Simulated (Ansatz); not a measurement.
# Run report: Ni2Si, band-structure calculation

- system: Ni2Si (12 atoms in the cell)
- method: DFT PBE, scalar-relativistic, plane waves, PAW, no spin polarisation (Ansatz 0.2.0)

The structure derives from an entry of the Crystallography Open Database. Figures and captions count atoms from 1; the log counts them from 0 in places.

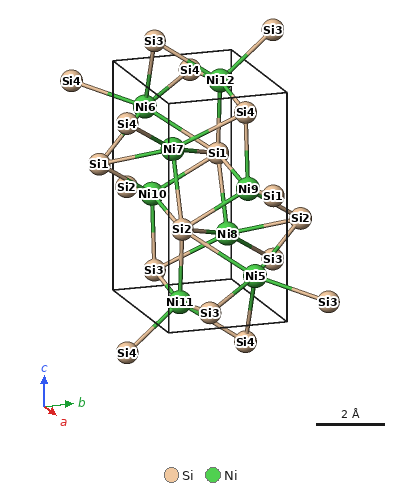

The structure as given in the input (ball-and-stick view of the cell of the calculation, seen slightly off an axis; bonded neighbours outside the cell are drawn too; atoms are numbered from 1 in the order of the input). An atom can appear more than once, as a periodic image.

The input:
```yaml
crystal:
  lattice:
    - [5.0220617242, 0.0, 0.0]
    - [0.0, 3.729909387, 0.0]
    - [0.0, 0.0, 7.0765535481]
  atoms:
    - { symbol: Si, position: [0.2867796956, 0.75, 0.6147108564] }
    - { symbol: Si, position: [0.7132203044, 0.25, 0.3852891436] }
    - { symbol: Si, position: [0.2132203044, 0.25, 0.1147108564] }
    - { symbol: Si, position: [0.7867796956, 0.75, 0.8852891436] }
    - { symbol: Ni, position: [0.9593959786, 0.75, 0.2038409258] }
    - { symbol: Ni, position: [0.0406040214, 0.25, 0.7961590742] }
    - { symbol: Ni, position: [0.5406040214, 0.25, 0.7038409258] }
    - { symbol: Ni, position: [0.4593959786, 0.75, 0.2961590742] }
    - { symbol: Ni, position: [0.830579195, 0.75, 0.5603012869] }
    - { symbol: Ni, position: [0.169420805, 0.25, 0.4396987131] }
    - { symbol: Ni, position: [0.669420805, 0.25, 0.0603012869] }
    - { symbol: Ni, position: [0.330579195, 0.75, 0.9396987131] }
basis:
  ecutwfc: 420
kpoints:
  mp_grid: { grid: [8, 10, 6] }
  band_path:
    path:
      - [[0.0, 0.0, 0.0], [0.5, 0.0, 0.0], [0.5, 0.5, 0.0], [0.0, 0.5, 0.0], [0.0, 0.0, 0.0], [0.0, 0.0, 0.5], [0.5, 0.0, 0.5], [0.5, 0.5, 0.5], [0.0, 0.5, 0.5], [0.0, 0.0, 0.5]]
      - [[0.5, 0.0, 0.0], [0.5, 0.0, 0.5]]
      - [[0.0, 0.5, 0.0], [0.0, 0.5, 0.5]]
      - [[0.5, 0.5, 0.0], [0.5, 0.5, 0.5]]
    npoints: 10
hamiltonian:
  xc: pbe
scf:
  occupations: { method: gaussian, width: 0.1 }
  n_extra_bands: 30
output:
  forces: true
  stress: true
  eigenvalues: true
  populations: true
  dos: { projected: true, de: 0.02, nscf_kmesh: { grid: [12, 15, 9] } }
  bader: false
```

Command:
```bash
ansatz run input.yaml --threads 2 --pin off --max-ram 5120MiB --backend cpu --events-out ev --progress --plain --runs-dir out
```

Output:
```
scf.n_extra_bands = 30 over 80 filled bands (N_el = 160.0): the run solves 110 bands
Engine: ansatz 0.2.0, x86_64-unknown-linux-gnu
Pseudopotentials: kind: paw
Pseudopotential: Si, paw, valence charge 4, recommended cutoff 420 eV (normal), Si.paw.azcp
Pseudopotential: Ni, paw, valence charge 18, recommended cutoff 420 eV (normal), Ni.paw.azcp
Functional definition: PBE
  parameter kappa = 0.804
  parameter beta = 0.06672455060314922
  exchange = pbe_x(kappa = kappa, mu = beta*pi^2/3)
  correlation = pbe_c(beta = beta)
Crystal: 12 atoms, lattice volume = 132.557 Å³
Basis set: ecut = 420 eV, 2607 PW (Γ), exchange–correlation on 72×50×96 points (8 copies of the dense FFT grid, shifted against one another)
Bands: 110, of which v1, the nominal top of the filled ones, is band 80 counted from 1 (79 counted from 0)
Symmetry: 8 space group operations
Space group: Pnma (ITA 62), of the structure as read, at distance tolerance 5.1e-5 Å
k-points: 120 of 480
Non-local potential: Si, projectors of the file, l = 0: 2, l = 1: 2, l = 2: 2
Non-local potential: Ni, projectors of the file, l = 0: 3, l = 1: 2, l = 2: 3, l = 3: 1
PAW form: soft (Blöchl's): semilocal exchange-correlation on the pseudo side does not see the compensation charge
PAW one-centre angular grid: Si, 110 points (default); XC on 64 Gauss nodes
PAW one-centre angular grid: Ni, 590 points (default); XC on 64 Gauss nodes
Initial density: superposition of atomic densities (neutral atoms: chi_scale 0, normalization atom), corrected by the library's trained network
Initial wavefunctions: pseudopotential atomic-orbital guess
Functional: x = pbe(κ = 0.804, μ = 0.2195149727645171), c = pbe(β = 0.06672455060314922)
SCF iter   1: F=—  HF=-49267.592190 eV  |F-HF|=—  |Δ(HF+E_count)|=         —  Δρ=9.17e-3  dr2=7.37e-2  ethr=1.77e-3  ⟨swp⟩=5.1  Hψ=49102  notcnv=0  defer=1191
preconditioner: auto → Kerker (q_TF=auto, 2.815 Å⁻¹)  [metal: Δε(μ)=0.014 eV  Ē_g=10.299 eV  σ=0.100 eV  W_gap=0.08  n_scr=52 (ndim 8)  ℏωp=31.6 eV  f_vac=0.000  D(μ)=6.00/eV (n_scr^D=52)]
SCF iter   2: F=—  HF=-49267.586589 eV  |F-HF|=—  |Δ(HF+E_count)|=   5.60e-3  Δρ=3.59e-3  dr2=1.26e-2  ethr=4.61e-5  ⟨swp⟩=2.0  Hψ=16067  notcnv=0  defer=1629
SCF iter   3: F=—  HF=-49267.585944 eV  |F-HF|=—  |Δ(HF+E_count)|=   6.45e-4  Δρ=7.83e-4  dr2=8.94e-4  ethr=7.90e-6  ⟨swp⟩=1.4  Hψ=10720  notcnv=0  defer=1629
SCF iter   4: F=—  HF=-49267.585913 eV  |F-HF|=—  |Δ(HF+E_count)|=   3.05e-5  Δρ=2.18e-4  dr2=6.60e-5  ethr=5.59e-7  ⟨swp⟩=2.4  Hψ=17766  notcnv=0  defer=1629
SCF iter   5: F=—  HF=-49267.585827 eV  |F-HF|=—  |Δ(HF+E_count)|=   8.62e-5  Δρ=1.38e-4  dr2=1.73e-5  ethr=4.13e-8  ⟨swp⟩=2.0  Hψ=16628  notcnv=0  defer=1629
SCF iter   6: F=—  HF=-49267.585824 eV  |F-HF|=—  |Δ(HF+E_count)|=   3.48e-6  Δρ=4.68e-5  dr2=2.42e-6  ethr=1.08e-8  ⟨swp⟩=2.0  Hψ=15760  notcnv=0  defer=1629
SCF iter   7: F=—  HF=-49267.585824 eV  |F-HF|=—  |Δ(HF+E_count)|=   1.25e-7  Δρ=9.51e-6  dr2=1.50e-7  ethr=1.51e-9  ⟨swp⟩=1.8  Hψ=14090  notcnv=0  defer=1629
SCF iter   8: F=-49267.585824 eV  HF=-49267.585824 eV  |F-HF|=4.67e-9  |Δ(HF+E_count)|=   3.10e-8  Δρ=2.18e-6  dr2=4.17e-9  ethr=6.25e-11  ⟨swp⟩=10.4  Hψ=68746  notcnv=0
SCF 1 converged in 8 iterations: F = -49267.585824 eV  dr2 = 4.17e-9
  greatest PAW one-centre occupation: 1.001 electrons in one spin orbital (limit 2), on the Ni atom at site 7 (counted from 0), in its partial waves of l = 1
NSCF: frozen V_eff on 124 k-points
NSCF: frozen V_eff on 280 k-points
SCF converged after 8 iterations
Free energy (F): -49267.585824 eV
Harris-Foulkes:  -49267.585824 eV  (|F-HF|=4.67e-9)
Internal energy: -49267.555061 eV  (E = F + TS)
E sigma→0 (E₀):  -49267.570442 eV
Entropy (-TS):   -0.030762 eV (-2.564 meV/atom)
Fermi energy:    16.982109 eV
--- Per-component energies (eV) ---
  E_band       = -2329.510912
  E_kinetic    = 2455.056886
  E_local      = -31870.807535  (includes V_loc(G=0)·N_el)
  E_nonlocal   = 5197.420307
  E_hartree    = 13606.503812
  E_xc         = -910.755653
  E_vxc        = -1077.736547  (∫ρ·V_xc dr)
  E_paw        = -15106.923050  (= ΣΔE_a)
  E_vpaw       = -4246.462002  (= ΣTr[D̂ρ^β])
  E_aug_tail   = 0.004191  (compensation charges beyond the density's cutoff)
  E_ewald      = -22638.054020
  E_smearing   = -0.030762  (= −TS)
  E_closure    = 0.000000  (closes the sum)
  Σ components = -49267.585824   (vs F -49267.585824, Δ=0.00e0)
--- Forces (eV/Å), atoms counted from 1 ---
  atom   1  Si     0.00247840    -0.00000000    -0.00012037
  atom   2  Si    -0.00247840     0.00000000     0.00012037
  atom   3  Si    -0.00247840     0.00000000    -0.00012037
  atom   4  Si     0.00247840    -0.00000000     0.00012037
  atom   5  Ni    -0.00185040     0.00000000     0.00198054
  atom   6  Ni     0.00185040    -0.00000000    -0.00198054
  atom   7  Ni     0.00185040     0.00000000     0.00198054
  atom   8  Ni    -0.00185040    -0.00000000    -0.00198054
  atom   9  Ni    -0.00171160     0.00000000     0.00054595
  atom  10  Ni     0.00171160    -0.00000000    -0.00054595
  atom  11  Ni     0.00171160     0.00000000     0.00054595
  atom  12  Ni    -0.00171160     0.00000000    -0.00054595
  max |Σ_I F_I| component: 1.47e-17 eV/Å
--- Stress (GPa, compression-positive) ---
        0.020286       0.000000      -0.000000
        0.000000       0.029675       0.000000
       -0.000000       0.000000      -0.019339
  P = ⅓ Tr σ = 0.0102 GPa (0.102 kbar)
--- Band table (eV; the first three rows and the last of 120) ---
  k-point 0: bands = ["-86.5723", "-86.5719", "-86.5675", "-86.5675", "-86.4184", "-86.4181", "-86.4121", "-86.4120", "-47.0452", "-47.0429", "-47.0410", "-47.0372", "-47.0017", "-46.9919", "-46.9756", "-46.9675", "-46.9458", "-46.9432", "-46.9189", "-46.9169", "-46.8982", "-46.8971", "-46.8961", "-46.8954", "-46.8376", "-46.8343", "-46.8008", "-46.8003", "-46.7772", "-46.7710", "-46.7417", "-46.7412", "4.3802", "6.9461", "6.9905", "8.7791", "10.3717", "10.8502", "11.5958", "11.9729", "12.2845", "12.3537", "12.6077", "12.6584", "12.8578", "12.9285", "13.0782", "13.2366", "13.5693", "13.6241", "13.7172", "13.7942", "13.8642", "13.8815", "14.2936", "14.3953", "14.4262", "14.5895", "14.6309", "14.7548", "14.8400", "14.9045", "15.0580", "15.0844", "15.1143", "15.1403", "15.1432", "15.2634", "15.3769", "15.3867", "15.4174", "15.6073", "15.6581", "15.7269", "15.7961", "15.8904", "16.0366", "16.0654", "16.3827", "16.7636", "17.6350", "17.8409", "18.8364", "19.2220", "19.4475", "19.8696", "20.5364", "20.5595", "21.1195", "21.5075", "22.0453", "22.1874", "23.1124", "23.2439", "23.4069", "24.6294", "24.7127", "24.8004", "25.2742", "25.8160", "26.0117", "26.6743", "27.0860", "27.1468", "27.3283", "27.4104", "28.1286", "28.2312", "28.9161", "29.6319"]
  k-point 1: bands = ["-86.5723", "-86.5719", "-86.5675", "-86.5675", "-86.4184", "-86.4181", "-86.4121", "-86.4120", "-47.0452", "-47.0433", "-47.0404", "-47.0373", "-47.0012", "-46.9928", "-46.9747", "-46.9679", "-46.9456", "-46.9434", "-46.9187", "-46.9170", "-46.8981", "-46.8972", "-46.8960", "-46.8954", "-46.8374", "-46.8345", "-46.8007", "-46.8003", "-46.7768", "-46.7714", "-46.7417", "-46.7412", "4.4603", "6.2538", "7.6861", "8.7866", "10.4085", "10.9069", "11.4033", "11.9272", "12.2356", "12.3148", "12.6550", "12.8129", "12.8521", "12.8954", "13.0418", "13.2830", "13.5424", "13.6037", "13.6092", "13.7403", "13.9172", "14.0216", "14.2480", "14.3525", "14.3706", "14.5082", "14.7667", "14.7670", "14.7986", "14.8557", "15.0630", "15.1242", "15.1274", "15.2198", "15.2371", "15.2602", "15.3616", "15.4141", "15.4361", "15.6259", "15.6553", "15.7289", "15.8182", "15.8633", "16.0264", "16.2387", "16.3124", "16.7239", "17.5645", "17.7840", "18.2297", "18.7615", "20.2100", "20.4975", "20.5217", "20.5286", "20.9895", "21.5170", "21.8136", "22.4637", "23.1279", "23.3450", "23.4224", "24.5335", "24.5601", "24.5989", "25.2663", "26.0252", "26.1987", "26.3658", "26.5767", "27.0254", "27.4225", "27.5359", "27.6232", "29.1577", "29.3703", "29.4160"]
  k-point 2: bands = ["-86.5722", "-86.5720", "-86.5675", "-86.5675", "-86.4183", "-86.4181", "-86.4121", "-86.4120", "-47.0450", "-47.0441", "-47.0394", "-47.0378", "-46.9998", "-46.9951", "-46.9728", "-46.9690", "-46.9452", "-46.9439", "-46.9183", "-46.9173", "-46.8980", "-46.8975", "-46.8958", "-46.8955", "-46.8368", "-46.8351", "-46.8007", "-46.8004", "-46.7756", "-46.7725", "-46.7416", "-46.7413", "4.6985", "5.6137", "8.2903", "8.7783", "10.5115", "11.0419", "11.1028", "11.7371", "12.1803", "12.4024", "12.5448", "12.6977", "12.9842", "13.0058", "13.0637", "13.3551", "13.4159", "13.5101", "13.5470", "13.6639", "13.9906", "14.1571", "14.2281", "14.3038", "14.3661", "14.4651", "14.7637", "14.7735", "14.8607", "14.8700", "15.0509", "15.0845", "15.1576", "15.2466", "15.3124", "15.3309", "15.3608", "15.4934", "15.5024", "15.6317", "15.7066", "15.7121", "15.8260", "15.9906", "16.0287", "16.1322", "16.6276", "16.6489", "16.8546", "17.9459", "18.1087", "18.2720", "20.1232", "20.2068", "20.8834", "21.1205", "21.1576", "21.5274", "21.9509", "23.1429", "23.2270", "23.3731", "23.7286", "24.0211", "24.3617", "24.4966", "25.1788", "25.3263", "25.4168", "26.5878", "26.6216", "26.7599", "27.0368", "28.0158", "28.4816", "28.8228", "29.3813", "29.8401"]
  k-point 119: bands = ["-86.5697", "-86.5697", "-86.5697", "-86.5697", "-86.4152", "-86.4152", "-86.4152", "-86.4152", "-47.0420", "-47.0420", "-47.0420", "-47.0420", "-46.9872", "-46.9872", "-46.9872", "-46.9872", "-46.9370", "-46.9370", "-46.9370", "-46.9370", "-46.8891", "-46.8891", "-46.8891", "-46.8891", "-46.8151", "-46.8151", "-46.8151", "-46.8151", "-46.7604", "-46.7604", "-46.7604", "-46.7604", "7.8291", "7.8291", "7.8291", "7.8291", "9.9282", "9.9282", "9.9282", "9.9282", "12.6114", "12.6114", "12.6114", "12.6114", "13.0552", "13.0552", "13.0552", "13.0552", "13.6283", "13.6283", "13.6283", "13.6283", "14.0534", "14.0534", "14.0534", "14.0534", "14.4339", "14.4339", "14.4339", "14.4339", "14.8253", "14.8253", "14.8253", "14.8253", "15.0432", "15.0432", "15.0432", "15.0432", "15.2787", "15.2787", "15.2787", "15.2787", "15.5717", "15.5717", "15.5717", "15.5717", "16.2734", "16.2734", "16.2734", "16.2734", "17.4735", "17.4735", "17.4735", "17.4735", "19.5455", "19.5455", "19.5455", "19.5455", "22.2169", "22.2169", "22.2169", "22.2169", "23.6866", "23.6866", "23.6866", "23.6866", "26.8682", "26.8682", "26.8682", "26.8682", "27.4263", "27.4263", "27.4263", "27.4263", "29.0666", "29.0666", "29.0666", "29.0666", "29.9007", "29.9007"]
--- Löwdin populations: 12 sites ---
  site symbol       q [e]
     0     Si      4.4357
     1     Si      4.4357
     2     Si      4.4357
     3     Si      4.4357
     4     Ni     17.5582
     5     Ni     17.5582
     6     Ni     17.5582
     7     Ni     17.5582
     8     Ni     17.5572
     9     Ni     17.5572
    10     Ni     17.5572
    11     Ni     17.5572
  spilling = 0.011225 (of n_electrons = 160.000000)
```

File populations.tsv:
```
# site	symbol	l	j	q
# orbitals = lowdin
# n_electrons = 160.000000
# spilling = 0.011225
0	Si	0_3S	-	1.370688
0	Si	1_3P	-	3.064973
1	Si	0_3S	-	1.370688
1	Si	1_3P	-	3.064973
2	Si	0_3S	-	1.370688
2	Si	1_3P	-	3.064973
3	Si	0_3S	-	1.370688
3	Si	1_3P	-	3.064973
4	Ni	0_3S	-	1.991193
4	Ni	0_4S	-	0.611813
4	Ni	1_3P	-	5.995703
4	Ni	2_3D	-	8.959447
5	Ni	0_3S	-	1.991193
5	Ni	0_4S	-	0.611813
5	Ni	1_3P	-	5.995703
5	Ni	2_3D	-	8.959447
6	Ni	0_3S	-	1.991193
6	Ni	0_4S	-	0.611813
6	Ni	1_3P	-	5.995703
6	Ni	2_3D	-	8.959447
7	Ni	0_3S	-	1.991193
7	Ni	0_4S	-	0.611813
7	Ni	1_3P	-	5.995703
7	Ni	2_3D	-	8.959447
8	Ni	0_3S	-	1.989035
8	Ni	0_4S	-	0.613610
8	Ni	1_3P	-	5.994281
8	Ni	2_3D	-	8.960274
9	Ni	0_3S	-	1.989035
9	Ni	0_4S	-	0.613610
9	Ni	1_3P	-	5.994281
9	Ni	2_3D	-	8.960274
10	Ni	0_3S	-	1.989035
10	Ni	0_4S	-	0.613610
10	Ni	1_3P	-	5.994281
10	Ni	2_3D	-	8.960274
11	Ni	0_3S	-	1.989035
11	Ni	0_4S	-	0.613610
11	Ni	1_3P	-	5.994281
11	Ni	2_3D	-	8.960274
```

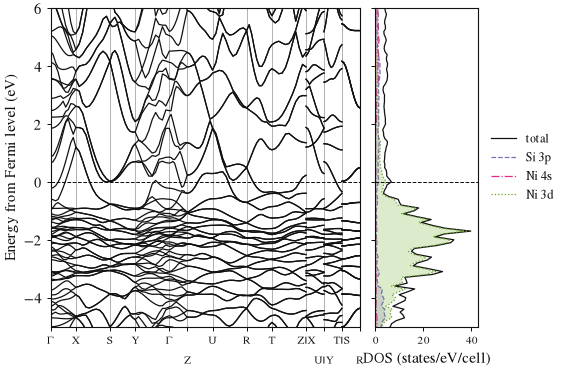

Band structure along Γ–X–S–Y–Γ–Z–U–R–T–Z|X–U|Y–T|S–R and density of states (projected on Löwdin-orthogonalised atomic shells), with energies from the Fermi level. Bands cross the Fermi level: a metal at this level of theory.

Summary:

- outcome: converged
- space group (tolerance 0.01 Å): Pnma (62)
- electrons treated: 160
- free energy: −49267.5858 eV
- Fermi energy: 16.982 eV
- gap on the k-point mesh: none (metallic)
- pressure: 0.01 GPa
- largest force (length of the vector): 0.003 eV/Å
- hardware: 2 threads of Intel Xeon @ 2.50GHz (Skylake/Cascade Lake), 189 GiB of memory available, shared host
- wall time: 5.5 min (CPU time 11 min)
- peak memory: 2.3 GiB

Remarks:

The run has no spin polarisation, so a magnetic state may lie lower.
